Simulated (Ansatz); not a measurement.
# Co: geometry relaxation (part 2 of 2)

Co (2 atoms in the cell); DFT PBE, scalar-relativistic, plane waves, PAW, spin-polarised (Ansatz 0.2.0); cutoff 420 eV, 18×18×10 k-mesh, Gaussian smearing of 0.1 eV, collinear spins. The structure derives from an entry of the Crystallography Open Database.

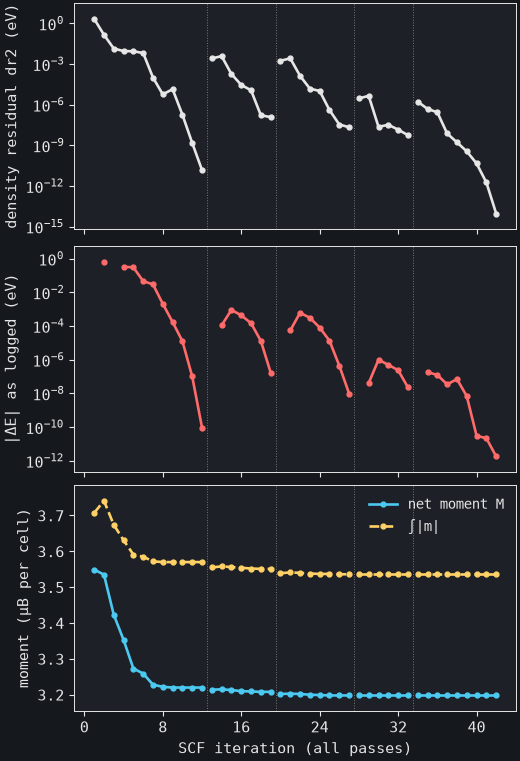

*Convergence of the self-consistent field: density residual dr2, size of the energy change and magnetic moment against the SCF iteration. The dotted lines part the SCF passes of the relaxation: geometry steps, rejected trials and re-solves on a re-selected basis.*

The 5 passes take 6 to 12 iterations each, 42 in all. The net moment goes from 3.5 to 3.2 μB per cell.

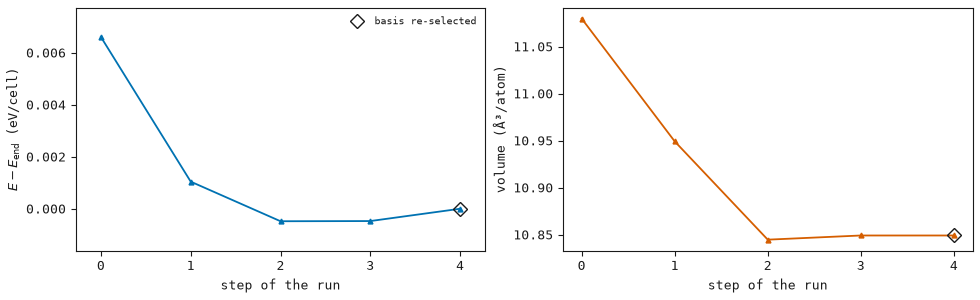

*Progress of the relaxation, step by step (the first geometry is step 0 here and step 1 in the log).*

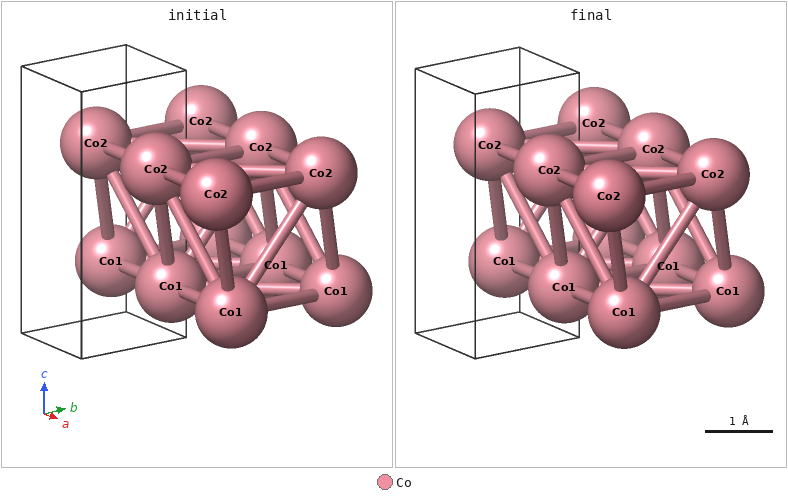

*Before (left) and after (right) the relaxation, at one scale (ball-and-stick view of the cell of the calculation, repeated 3 × 2 × 1, seen slightly off an axis).*

The energy falls by 7.1 meV per cell of the calculation in 3 geometry steps. All forces vanish by symmetry, so only the cell relaxes. Pressure: −4.40 GPa at the start and −0.02 GPa at the end. The atoms keep their places relative to the cell (all moves are under 0.005 Å). The volume changes by −2.1 %, with a = b 2.507 → 2.492 Å (−0.6 %), c 4.070 → 4.034 Å (−0.9 %). Among the contacts that change: Co1–Co2 2.497 → 2.478 Å, Co1–Co1 2.507 → 2.492 Å. The space group stays P6_3/mmc (No. 194). A last SCF at the same geometry on a re-selected plane-wave basis shifts the energy by +0.5 meV per cell of the calculation. (Atoms are counted from 1 in the order of the input.)

```
basis re-selected at this cell: Δ(F+E_penalty+E_count) = +4.730e-4 eV, ΔP = -0.023 GPa vs the last step (what re-selecting the basis moved, of the pressure what is left beyond the Pulay correction that the steps carried, after the strain that the cell walked since its last selection, with what the two solves' SCF thresholds leave and, on support functions, any second-order correction that the steps lacked; it is no measure of the basis error at this ecutwfc). The dense FFT grid was sized anew with the basis: this SCF ran on 18×18×27 points, the steps before it on 18×18×30, so part of this shift can come from that change (see relax.cell in the input reference). This SCF's stress stands 3.82e-2 GPa from its target on what of the cell is left free (relax.cell.stress_tol is 5.00e-2 GPa) and its largest allowed force component is 3.70e-17 eV/Å (relax.f_tol is 5.00e-3 eV/Å): within both
SCF converged after 9 iterations
Magnetization: 3.1984 μB (18.5992 up, 15.4008 down)
Absolute magnetization: 3.5383 μB (∫|ρ↑−ρ↓|, with the PAW one-centre terms)
Spin contamination: 0.0574 ħ² per cell (⟨S²⟩ above its minimum at these occupations)
Per-site moments (μB) at R_I (Å): [(1.676967015244146, 1.0219788149339952), (1.6769670152441452, 1.0219788149339952)]
Free energy (F): -10252.309177 eV
Harris-Foulkes:  -10252.309177 eV  (|F-HF|=1.82e-12)
Internal energy: -10252.301073 eV  (E = F + TS)
E sigma→0 (E₀):  -10252.305125 eV
Entropy (-TS):   -0.008103 eV (-4.052 meV/atom)
Fermi energy:    18.701691 eV
--- Per-component energies (eV) ---
  E_band       = -487.763472
  E_kinetic    = 907.313898
  E_local      = -5664.765223  (includes V_loc(G=0)·N_el)
  E_nonlocal   = 908.190505
  E_hartree    = 2374.436205
  E_xc         = -318.033905
  E_vxc        = -410.405002  (∫ρ·V_xc dr)
  E_paw        = -3030.264573  (= ΣΔE_a)
  E_vpaw       = -976.970228  (= ΣTr[D̂ρ^β])
  E_aug_tail   = 0.000161  (compensation charges beyond the density's cutoff)
  E_ewald      = -5429.178141
  E_smearing   = -0.008103  (= −TS)
  E_closure    = -0.000000  (closes the sum)
  Σ components = -10252.309177   (vs F -10252.309177, Δ=0.00e0)
--- Forces (eV/Å), atoms counted from 1 ---
  atom   1  Co    -0.00000000     0.00000000     0.00000000
  atom   2  Co     0.00000000    -0.00000000     0.00000000
  max |Σ_I F_I| component: 4.63e-18 eV/Å
--- Stress (GPa, compression-positive) ---
       -0.012914      -0.000000       0.000000
       -0.000000      -0.012914       0.000000
        0.000000       0.000000      -0.038165
  P = ⅓ Tr σ = -0.0213 GPa (-0.213 kbar)
--- Band table (eV; the first three rows and the last of 444) ---
  k-point 0 ↑: bands = ["-77.3657", "-77.3087", "-40.7631", "-40.4820", "-40.4820", "-40.4342", "-40.4342", "-40.4337", "9.6762", "13.5160", "16.0753", "16.0985", "16.0985", "16.4134", "16.4134", "16.7641", "16.7641", "17.8741", "17.8741", "18.5137", "24.9885", "40.4794", "42.8863"]
  k-point 1 ↑: bands = ["-77.3643", "-77.3101", "-40.7551", "-40.4808", "-40.4808", "-40.4419", "-40.4354", "-40.4354", "9.7774", "13.4947", "16.0488", "16.0696", "16.0696", "16.3853", "16.3853", "16.8292", "16.8292", "17.8691", "17.8691", "18.1063", "25.5945", "40.4452", "42.9730"]
  k-point 2 ↑: bands = ["-77.3603", "-77.3141", "-40.7320", "-40.4774", "-40.4774", "-40.4656", "-40.4388", "-40.4388", "10.0765", "13.4007", "15.9752", "16.0161", "16.0161", "16.3103", "16.3103", "16.9874", "16.9874", "17.2398", "17.8474", "17.8474", "27.0832", "40.1620", "41.2672"]
  k-point 221 ↓: bands = ["-75.2423", "-75.2423", "-38.7000", "-38.7000", "-38.6277", "-38.6277", "-38.4813", "-38.4813", "16.0747", "16.0747", "16.1520", "16.1520", "16.9255", "16.9255", "18.5198", "18.5198", "19.7972", "19.7972", "24.9766", "24.9766", "26.6718", "26.6718", "28.8397"]
--- Relaxed structure (4 steps of the walk, 4 accepted, 1 SCFs on fresh bases) ---
  F+E_penalty+E_count = -10252.30917670 eV   max|allowed force component| = 3.701e-17 eV/Å   (the final SCF, on the basis selected at the relaxed cell)
  cell:  # Å, volume = 21.6982 Å³
    - [2.4922744507859247, 0.0, 0.0]
    - [-1.2461372253929623, 2.1583729875835207, 0.0]
    - [0.0, 0.0, 4.033683100652505]
  atoms:
    - { symbol: Co, position: [0.3333333333333333, 0.6666666666666666, 0.25] }
    - { symbol: Co, position: [0.6666666666666666, 0.3333333333333333, 0.7500000000000001] }
--- Löwdin populations: 2 sites ---
  site symbol       q [e]    m [muB]
     0     Co     16.7813     1.6655
     1     Co     16.7813     1.6655
  spilling = 0.012867 (of n_electrons = 34.000000)
```

Trajectory as extended XYZ (Å, eV, eV/Å), 5 frames, from step=1 to step=5
```
2
Lattice="2.5074 0.0000 0.0000 -1.2537 2.1715 0.0000 0.0000 0.0000 4.0699" Properties=species:S:1:pos:R:3:forces:R:3 step=1 energy=-10252.30257 pressure_GPa=-4.40
Co    0.0000    1.4476    1.0175    0.0000   0.0000   0.0000
Co    1.2537    0.7238    3.0524    0.0000   0.0000   0.0000
2
Lattice="2.4983 0.0000 0.0000 -1.2492 2.1636 0.0000 0.0000 0.0000 4.0512" Properties=species:S:1:pos:R:3:forces:R:3 step=2 energy=-10252.30813 pressure_GPa=-1.97
Co    0.0000    1.4424    1.0128    0.0000   0.0000   0.0000
Co    1.2492    0.7212    3.0384    0.0000   0.0000   0.0000
2
Lattice="2.4918 0.0000 0.0000 -1.2459 2.1580 0.0000 0.0000 0.0000 4.0335" Properties=species:S:1:pos:R:3:forces:R:3 step=3 energy=-10252.30966 pressure_GPa=0.09
Co    0.0000    1.4386    1.0084    0.0000   0.0000   0.0000
Co    1.2459    0.7193    3.0252    0.0000   0.0000   0.0000
2
Lattice="2.4923 0.0000 0.0000 -1.2461 2.1584 0.0000 0.0000 0.0000 4.0337" Properties=species:S:1:pos:R:3:forces:R:3 step=4 energy=-10252.30965 pressure_GPa=0.00
Co    0.0000    1.4389    1.0084    0.0000   0.0000   0.0000
Co    1.2461    0.7195    3.0253    0.0000   0.0000   0.0000
2
Lattice="2.4923 0.0000 0.0000 -1.2461 2.1584 0.0000 0.0000 0.0000 4.0337" Properties=species:S:1:pos:R:3:forces:R:3 step=5 energy=-10252.30918 pressure_GPa=-0.02
Co    0.0000    1.4389    1.0084    0.0000   0.0000   0.0000
Co    1.2461    0.7195    3.0253    0.0000   0.0000   0.0000
```

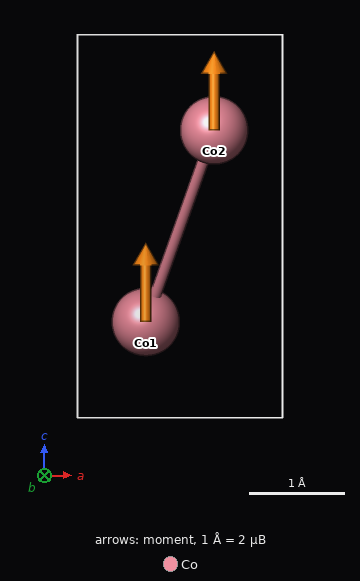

*Magnetic moments of the sites as orange arrows (ball-and-stick view of the cell of the calculation, along the b axis; atoms are numbered from 1 in the order of the input); small moments hardly show. The run is collinear, so the axis drawn is arbitrary.*

Site moments: Co1, Co2 (1.68 μB). They are counted near the atoms and needn't add up to the moment of the cell.

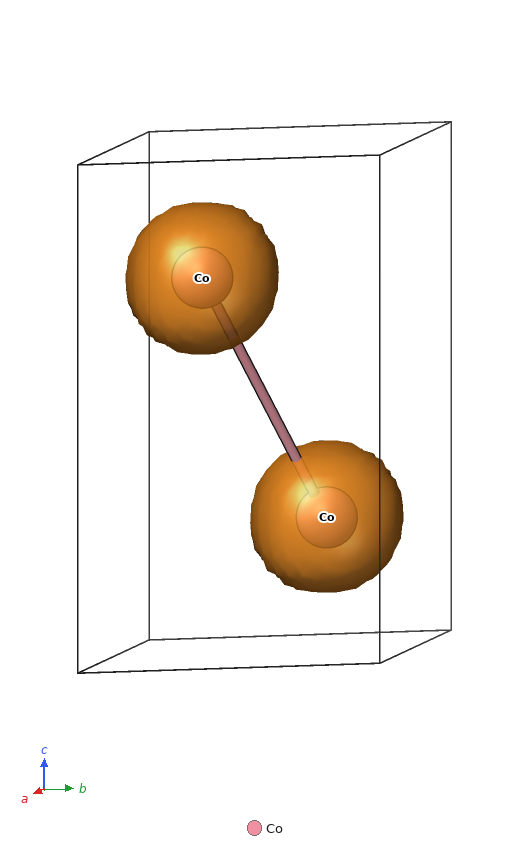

*Isosurface of the spin density (up minus down) at +0.4 e/Å³ (orange), seen slightly off an axis. Sticks mark near contacts. The outline is the cell set on symmetry axes.*

The cell of the calculation (2 atoms) carries 3.2 μB net. In a PAW calculation such maps are meaningful between the atoms, not at the nuclei.

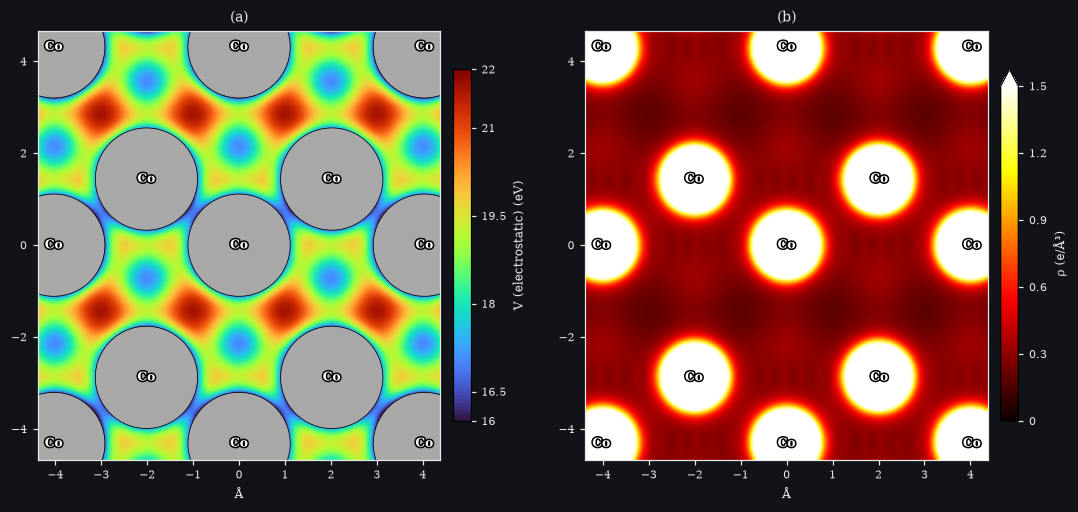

*(a) electrostatic potential (local pseudopotential plus Hartree) felt by an electron; (b) valence electron density on the (110) plane of the conventional cell. Grey discs, where drawn, cover atomic cores.*

Atoms in the plane: Co. Co–Co (2.48 Å): ρ at the midpoint is about 0.35 e/Å³. Away from the nuclei the density in this plane falls to 0.19 e/Å³ at its lowest. Outside the cores the potential energy rises away from the atoms and is highest about 1.7 Å from the nearest atoms; outside the discs it spans about 5 eV, and its zero is arbitrary.

This output came from the following input.

The input
```yaml
crystal:
  lattice:
    - [2.5074, 0.0, 0.0]
    - [-1.2537, 2.1714720974, 0.0]
    - [0.0, 0.0, 4.0699]
  atoms:
    - { symbol: Co, position: [0.3333333333, 0.6666666667, 0.25], spin: 1.93 }
    - { symbol: Co, position: [0.6666666667, 0.3333333333, 0.75], spin: 1.93 }
basis:
  ecutwfc: 420
kpoints:
  mp_grid: { grid: [18, 18, 10] }
hamiltonian:
  xc: pbe
scf:
  occupations: { method: gaussian, width: 0.1 }
output:
  forces: true
  stress: true
  eigenvalues: true
  populations: true
  write_density: true
  write_potential: true
  elf: true
  volumetric_format: npy
magnetization:
  spin_polarized: true
relax:
  adjacent_minimum: "off"
  f_tol: 0.005
  max_steps: 80
  cell: { stress_tol: 0.05 }
```

Command:
```bash
ansatz run input.yaml --threads 1 --pin off --max-ram 2560MiB --backend cpu --events-out ev --progress --plain --runs-dir out
```

Summary

| quantity | value |
| --- | --- |
| outcome | converged |
| space group (tolerance 0.01 Å) | P6₃/mmc (194) |
| electrons treated | 34 |
| free energy | −10252.3092 eV |
| Fermi energy | 18.702 eV |
| gap on the k-point mesh | none (metallic) |
| net moment of the cell | 3.20 μB |
| integrated absolute moment | 3.54 μB |
| pressure | −0.02 GPa |
| final volume | 21.70 Å³ |
| largest force (length of the vector) at the end | under 0.001 eV/Å |
| final cell | a = 2.492 Å, b = 2.492 Å, c = 4.034 Å, α = 90.00°, β = 90.00°, γ = 120.00° |
| hardware | 1 thread of Arm Neoverse V2, 24 GiB of memory available, shared host |
| wall time | 64 s |
| peak memory | 0.45 GiB |
